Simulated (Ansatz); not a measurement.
```xyz
4
Lattice="2.9761 0.0000 0.0000 0.0000 5.1894 0.0000 0.0000 0.0000 4.7276" Properties=species:S:1:pos:R:3 pbc="T T T"
Ge    0.0000    3.4590    3.5457
Ge    1.4881    0.8643    3.5457
Ge    0.0000    1.7304    1.1819
Ge    1.4881    4.3251    1.1819
```

Space group Cmcm; a structure from a database of computed crystals, not necessarily the ambient phase.

Method: Ansatz 0.2.0, Kohn-Sham DFT of a periodic cell, PBE0, Ansatz PAW.

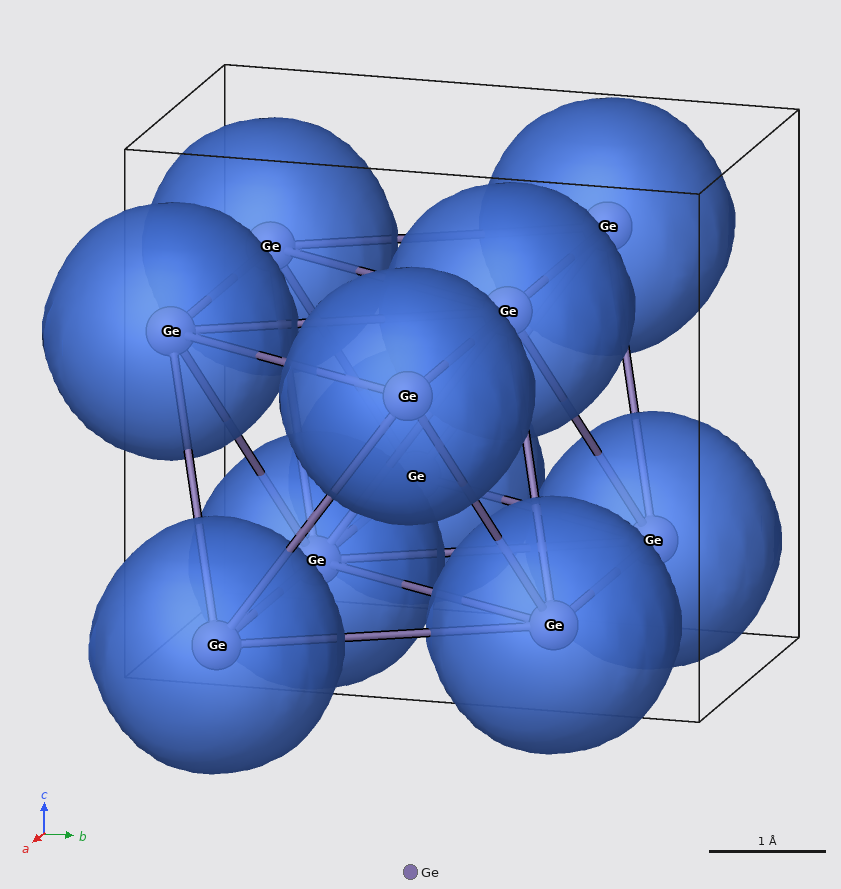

Ge. Isosurface of the valence electron density at 0.3 e/Å³ (blue), seen slightly off an axis. Sticks mark near contacts.

In a PAW calculation such maps are meaningful between the atoms, not at the nuclei.

### What does this surface tell about the bonding?

At this value the density breaks into separate islands; it holds about 85 % of the electrons treated as valence (semicore included). It bridges none of the near contacts. It is pinched off along the sampled Ge–Ge (2.92 Å) and Ge–Ge (2.98 Å) contacts. On the grid the lowest density along these lines, outside the cores, is 0.22 e/Å³ (Ge–Ge, 2.92 Å) and 0.2 e/Å³ (Ge–Ge, 2.98 Å).

### Metal or insulator at this level of theory?

It is metallic or semimetallic at this level of theory: no gap opens.
